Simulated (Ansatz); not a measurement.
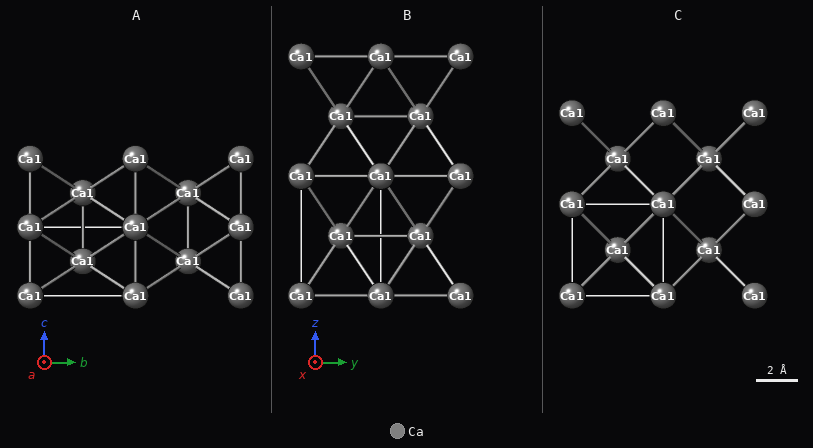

Energy scan for a crystal of Ca (Im-3m), in which the ratio of the cell's length along z to its lengths across, counted as 1 for the reference, is changed at fixed volume (a tetragonal or Bain path), with the atoms kept at their fractional coordinates. x, y and z are the Cartesian axes of the input. A ball-and-stick model of the conventional cell (2 times the calculation's cell), repeated 2 × 2 × 2 with one cell outlined, seen along the a axis. Lengths and directions refer to the drawn axes.

Computed with DFT PBEsol, scalar-relativistic, plane waves, PAW in Ansatz. Settings: plane-wave cutoff 420 eV; k-point mesh 16 × 16 × 16; occupations gaussian; smearing width 0.15 eV; no spin polarisation. Energies (free energies at the smearing named) are counted from the cell as listed in its source, which wasn't relaxed.

**Rank the frames from lowest to highest energy.**

Lowest first: B (the relative ratio 1.50, −12.4 meV/atom), C (the relative ratio 1.00, 0.0 meV/atom), A (the relative ratio 0.65, 248.1 meV/atom). Over the whole scan: the lowest computed point lies at the relative ratio 1.414 (−15.1 meV/atom). At the ends of the scan the energy is 248.1 meV/atom (0.65) and −12.4 meV/atom (1.50). The unrelaxed reference is under a pressure of −1.5 GPa. The distortion takes the space group from Im-3m to I4/mmm. At the relative ratio 1.50 the cell of the drawing goes a 4.480 → 3.914 Å, b 4.480 → 3.914 Å, c 4.480 → 5.870 Å.
